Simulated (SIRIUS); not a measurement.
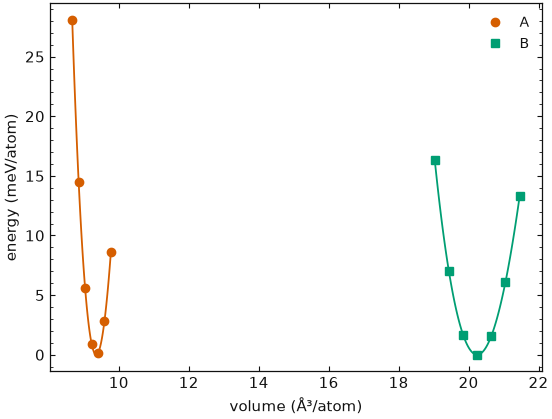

The figure compares two calculations of the energy against volume, each curve from its own zero. The first is for MgSe, space group Fm-3m (No. 225).

The cell holds 2 atoms.

Computed with SIRIUS 7.12.0: plane-wave DFT, no spin polarisation; energies at scaled volumes of the given cell, shape and fractions fixed, counted from the fit's minimum, third-order Birch-Murnaghan fit. Level: PBEsol.

- k mesh: 8×8×8
- occupations: Fermi–Dirac
- smearing width: 0.05 eV
- potentials: dojo sr pbesol 0.4.1 standard
- wave cutoff: 1177 eV
- density cutoff: 4707 eV

In the second, Se is replaced by O on all its sites, which gives MgO in the same structure. The second calculation uses wave cutoff 1151.586 eV and k mesh 11×11×11.

Q: Which of A and B is the second calculation, and what did the change do?

A: A. The equilibrium volume falls from 20.25 to 9.35 Å³/atom (−54 %) and the bulk modulus rises from 64.7 to 157.4 GPa (+143 %).

V0 and the bulk modulus come from third-order Birch–Murnaghan fits.
